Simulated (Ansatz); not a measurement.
## Run report: Al2Ni, geometry relaxation (part 2 of 2)

Continued. System: Al2Ni (Fd-3m, 6 atoms in the cell). Method: DFT PBE, scalar-relativistic, plane waves, PAW, no spin polarisation (Ansatz 0.2.0); cutoff 420 eV, 10×10×10 k-mesh, Gaussian smearing of 0.1 eV. The structure was made by a generator, so it may or may not be a known phase.

Geometry of the input (Å; fractional positions):
```
0.0000  3.5201  3.5201
3.5201  0.0000  3.5201
3.5201  3.5201  0.0000
Al 0.1250  0.1250  0.1250
Al 0.1250  0.1250  0.6250
Al 0.1250  0.6250  0.1250
Al 0.6250  0.1250  0.1250
Ni 0.7500  0.7500  0.7500
Ni 0.5000  0.5000  0.5000
```

```
basis re-selected at this cell: Δ(F+E_penalty+E_count) = -1.240e-4 eV, ΔP = +0.000 GPa vs the last step (what re-selecting the basis moved, of the pressure what is left beyond the Pulay correction that the steps carried, after the strain that the cell walked since its last selection, with what the two solves' SCF thresholds leave and, on support functions, any second-order correction that the steps lacked; it is no measure of the basis error at this ecutwfc). This SCF's stress stands 1.05e-3 GPa from its target on what of the cell is left free (relax.cell.stress_tol is 5.00e-2 GPa) and its largest allowed force component is 5.24e-17 eV/Å (relax.f_tol is 1.00e-2 eV/Å): within both
SCF converged after 9 iterations
Free energy (F): -13828.351210 eV
Harris-Foulkes:  -13828.351210 eV  (|F-HF|=3.64e-12)
Internal energy: -13828.333369 eV  (E = F + TS)
E sigma→0 (E₀):  -13828.342289 eV
Entropy (-TS):   -0.017841 eV (-2.974 meV/atom)
Fermi energy:    10.449929 eV
--- Per-component energies (eV) ---
  E_band       = -769.938477
  E_kinetic    = 660.558163
  E_local      = -10287.489199  (includes V_loc(G=0)·N_el)
  E_nonlocal   = 1327.140318
  E_hartree    = 4475.972489
  E_xc         = -326.955469
  E_vxc        = -332.157234  (∫ρ·V_xc dr)
  E_paw        = -5142.867608  (= ΣΔE_a)
  E_vpaw       = -1089.936519  (= ΣTr[D̂ρ^β])
  E_aug_tail   = 0.001016  (compensation charges beyond the density's cutoff)
  E_ewald      = -4534.693078
  E_smearing   = -0.017841  (= −TS)
  E_closure    = -0.000000  (closes the sum)
  Σ components = -13828.351210   (vs F -13828.351210, Δ=0.00e0)
--- Forces (eV/Å), atoms counted from 1 ---
  atom   1  Al    -0.00000000     0.00000000     0.00000000
  atom   2  Al    -0.00000000     0.00000000    -0.00000000
  atom   3  Al    -0.00000000     0.00000000    -0.00000000
  atom   4  Al    -0.00000000     0.00000000     0.00000000
  atom   5  Ni    -0.00000000    -0.00000000    -0.00000000
  atom   6  Ni     0.00000000     0.00000000     0.00000000
  max |Σ_I F_I| component: 1.85e-17 eV/Å
--- Stress (GPa, compression-positive) ---
        0.001048      -0.000000      -0.000000
       -0.000000       0.001048       0.000000
       -0.000000      -0.000000       0.001048
  P = ⅓ Tr σ = 0.0010 GPa (0.010 kbar)
--- Band table (eV; the first three rows and the last of 47) ---
  k-point 0: bands = ["-92.5149", "-92.5138", "-52.9259", "-52.9259", "-52.9259", "-52.9202", "-52.9202", "-52.9202", "-0.7287", "5.5366", "7.0918", "7.0918", "7.0918", "7.5294", "7.5294", "7.5294", "7.6825", "7.6825", "9.1820", "9.2126", "9.2126", "10.2988", "10.2988", "10.2988", "10.3994", "10.3994", "10.3994", "12.1719", "12.1719", "12.1719"]
  k-point 1: bands = ["-92.5149", "-92.5139", "-52.9259", "-52.9259", "-52.9258", "-52.9203", "-52.9202", "-52.9202", "-0.6460", "5.2456", "6.5947", "6.9687", "6.9687", "7.4738", "7.4738", "7.8748", "7.8748", "7.9058", "9.2090", "9.2090", "9.3570", "10.0476", "10.1794", "10.1794", "10.5561", "10.5561", "10.9012", "11.6862", "11.6862", "12.1146"]
  k-point 2: bands = ["-92.5148", "-92.5139", "-52.9260", "-52.9260", "-52.9257", "-52.9204", "-52.9201", "-52.9201", "-0.4018", "4.4590", "6.1210", "6.7344", "6.7344", "7.5010", "7.5010", "8.1129", "8.1129", "8.2931", "9.1947", "9.1947", "9.3730", "10.0077", "10.0077", "10.0249", "10.6018", "10.6018", "11.4452", "11.5063", "11.5063", "12.6471"]
  k-point 46: bands = ["-92.5144", "-92.5144", "-52.9267", "-52.9267", "-52.9230", "-52.9230", "-52.9194", "-52.9194", "1.8966", "1.8966", "4.3379", "4.3379", "7.4913", "7.4913", "8.2168", "8.2168", "8.5580", "8.5580", "8.8323", "8.8323", "9.0222", "9.0222", "9.6679", "9.6679", "11.4369", "11.4369", "14.2394", "14.2394", "14.5412", "14.5412"]
--- Relaxed structure (3 steps of the walk, 3 accepted, 1 SCFs on fresh bases) ---
  F+E_penalty+E_count = -13828.35120993 eV   max|allowed force component| = 5.243e-17 eV/Å   (the final SCF, on the basis selected at the relaxed cell)
  cell:  # Å, volume = 87.5267 Å³
    - [-1.8918559051825227e-34, 3.524007228448685, 3.524007228448685]
    - [3.524007228448685, -2.133687038775028e-34, 3.524007228448685]
    - [3.524007228448685, 3.524007228448685, -1.0957040250425868e-34]
  atoms:
    - { symbol: Al, position: [0.125, 0.125, 0.125] }
    - { symbol: Al, position: [0.125, 0.125, 0.6250000000000001] }
    - { symbol: Al, position: [0.125, 0.6250000000000001, 0.12499999999999994] }
    - { symbol: Al, position: [0.6250000000000001, 0.125, 0.12499999999999994] }
    - { symbol: Ni, position: [0.7499999999999999, 0.7499999999999999, 0.7499999999999999] }
    - { symbol: Ni, position: [0.5, 0.5, 0.5] }
```

Trajectory as extended XYZ (Å, eV, eV/Å), 4 frames, from step=1 to step=4
```
6
Lattice="0.0000 3.5201 3.5201 3.5201 0.0000 3.5201 3.5201 3.5201 0.0000" Properties=species:S:1:pos:R:3:forces:R:3 step=1 energy=-13828.35090 pressure_GPa=0.33
Al    0.8800    0.8800    0.8800    0.0000   0.0000   0.0000
Al    2.6401    2.6401    0.8800    0.0000   0.0000   0.0000
Al    2.6401    0.8800    2.6401    0.0000   0.0000   0.0000
Al    0.8800    2.6401    2.6401    0.0000   0.0000   0.0000
Ni    5.2802    5.2802    5.2802    0.0000   0.0000   0.0000
Ni    3.5201    3.5201    3.5201    0.0000   0.0000   0.0000
6
Lattice="0.0000 3.5230 3.5230 3.5230 0.0000 3.5230 3.5230 3.5230 0.0000" Properties=species:S:1:pos:R:3:forces:R:3 step=2 energy=-13828.35109 pressure_GPa=0.09
Al    0.8807    0.8807    0.8807    0.0000   0.0000   0.0000
Al    2.6422    2.6422    0.8807    0.0000   0.0000   0.0000
Al    2.6422    0.8807    2.6422    0.0000   0.0000   0.0000
Al    0.8807    2.6422    2.6422    0.0000   0.0000   0.0000
Ni    5.2845    5.2845    5.2845    0.0000   0.0000   0.0000
Ni    3.5230    3.5230    3.5230    0.0000   0.0000   0.0000
6
Lattice="0.0000 3.5240 3.5240 3.5240 0.0000 3.5240 3.5240 3.5240 0.0000" Properties=species:S:1:pos:R:3:forces:R:3 step=3 energy=-13828.35109 pressure_GPa=0.00
Al    0.8810    0.8810    0.8810    0.0000   0.0000   0.0000
Al    2.6430    2.6430    0.8810    0.0000   0.0000   0.0000
Al    2.6430    0.8810    2.6430    0.0000   0.0000   0.0000
Al    0.8810    2.6430    2.6430    0.0000   0.0000   0.0000
Ni    5.2860    5.2860    5.2860    0.0000   0.0000   0.0000
Ni    3.5240    3.5240    3.5240    0.0000   0.0000   0.0000
6
Lattice="0.0000 3.5240 3.5240 3.5240 0.0000 3.5240 3.5240 3.5240 0.0000" Properties=species:S:1:pos:R:3:forces:R:3 step=4 energy=-13828.35121 pressure_GPa=0.00
Al    0.8810    0.8810    0.8810    0.0000   0.0000   0.0000
Al    2.6430    2.6430    0.8810    0.0000   0.0000   0.0000
Al    2.6430    0.8810    2.6430    0.0000   0.0000   0.0000
Al    0.8810    2.6430    2.6430    0.0000   0.0000   0.0000
Ni    5.2860    5.2860    5.2860    0.0000   0.0000   0.0000
Ni    3.5240    3.5240    3.5240    0.0000   0.0000   0.0000
```

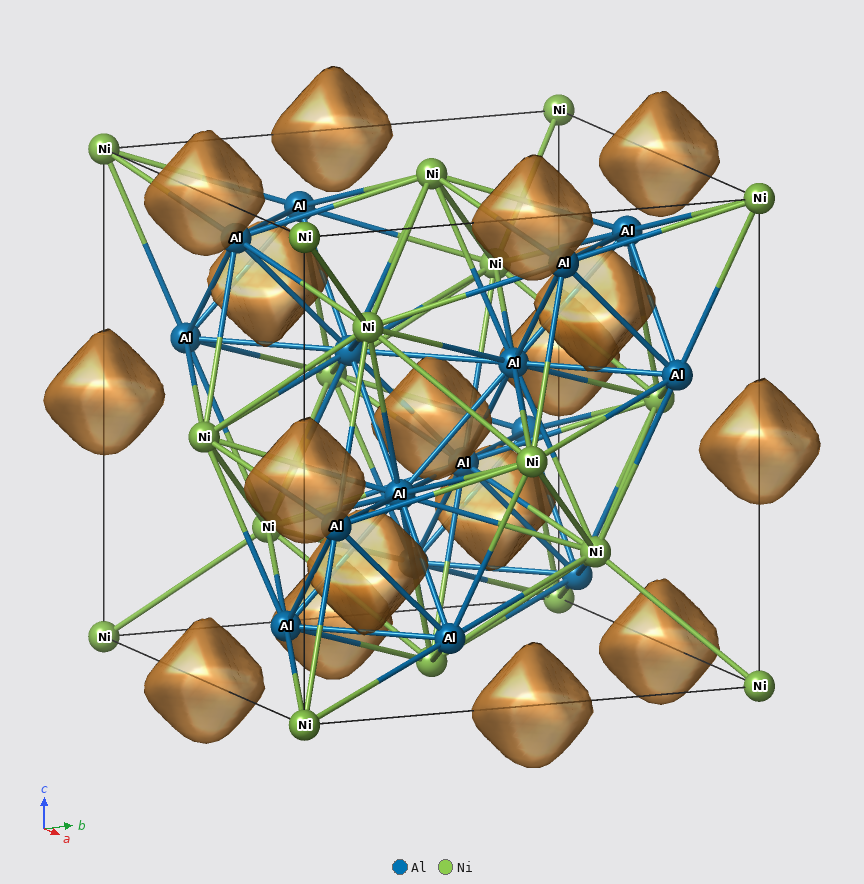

Figure 1. Isosurface of the ELF at 0.7 (orange), seen slightly off an axis. Core shells and regions of very low density are left out. Sticks mark near contacts. The outline is the cell set on symmetry axes. Profiles from the grid: Al–Al (2.49 Å): the ELF peaks at about 0.70 between the atoms. Al–Ni (2.92 Å): the ELF is about 0.40 at the midpoint, which marks metallic bonding. In a PAW calculation such maps are meaningful between the atoms, not at the nuclei.

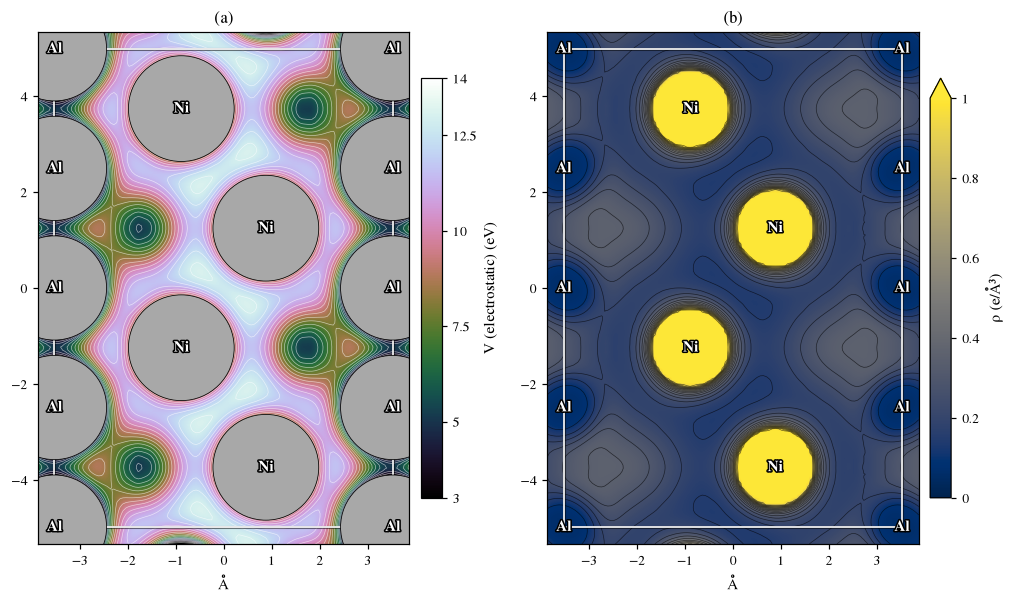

Figure 2. (a) electrostatic potential energy of an electron; (b) valence charge density (pseudo) on the (101) plane of the conventional cell. Grey discs, where drawn, cover atomic cores. The section cuts through Al and Ni sites. Al–Al (2.49 Å): the density is about 0.3 e/Å³ at the midpoint, a local maximum along the line. Al–Ni (2.92 Å): ρ at the midpoint is about 0.18 e/Å³. Ni–Ni (3.05 Å): the density is about 0.14 e/Å³ at the midpoint. Away from the nuclei the density in this plane falls to 0.14 e/Å³ at its lowest. Outside the cores the potential energy rises away from the atoms and is highest about 1.6 Å from the nearest atoms; outside the discs it spans about 9 eV, and its zero is arbitrary.

Key numbers

```tsv
quantity	value
outcome	converged
space group (tolerance 0.01 Å)	Fd-3m (227)
electrons treated	48
free energy	−13828.3512 eV
Fermi energy	10.450 eV
gap on the k-point mesh	none (metallic)
pressure	0.00 GPa
final volume	87.53 Å³
largest force (length of the vector) at the end	under 0.001 eV/Å
final cell	a = 4.984 Å, b = 4.984 Å, c = 4.984 Å, α = 60.00°, β = 60.00°, γ = 60.00°
hardware	1 thread of Arm Neoverse V1, 24 GiB of memory available, shared host
wall time	33 s
peak memory	0.42 GiB
```

Notes

The run has no spin polarisation, so a magnetic state may lie lower.
